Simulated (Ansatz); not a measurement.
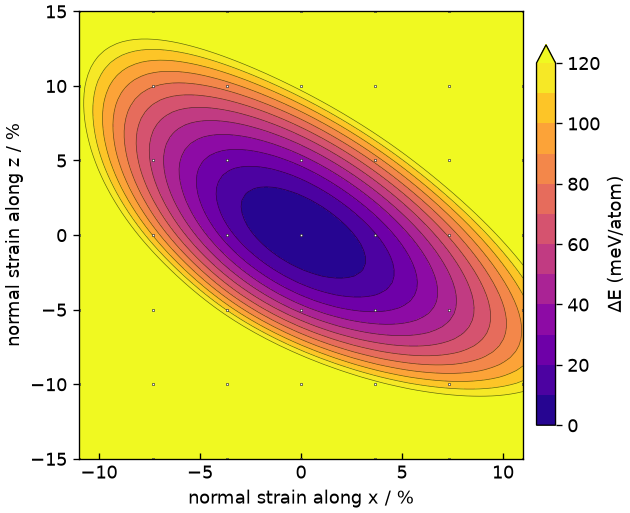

Ta (Im-3m, No. 229; 1 atom in the cell). The energy is mapped over two homogeneous strains (x, y and z along the cube axes). The first coordinate is: normal strain along x; the second: normal strain along z. Nothing is relaxed (symmetry fixes all fractional coordinates). The grid has 7 × 7 points. All energies are given in meV/atom relative to the lowest grid point. Computed with DFT PBEsol, scalar-relativistic, plane waves, PAW (Ansatz). Settings: cutoff 420 eV, k-mesh 20×20×20, gaussian smearing 0.15 eV, no spin polarisation.

The picture shows filled contours, dots at the grid points, one colour for all values above the top of the scale. Between grid points the surface is interpolated.

> Where is the minimum, and how stiff is the crystal against these two strains (in GPa)?

The interpolated minimum is at 0.0 % and 0.0 %. Divided by the cell volume of 17.7 Å³, the second derivatives of the energy there are about 300 GPa along the first strain and 300 GPa along the second, with a cross term of about 166 GPa (clamped ions). Round the minimum the valley is strongly tilted: raising normal strain along x shifts the best value of normal strain along z downwards (coupling k₁₂/√(k₁₁k₂₂) about 0.6).

PAW datasets: the set soft_1.
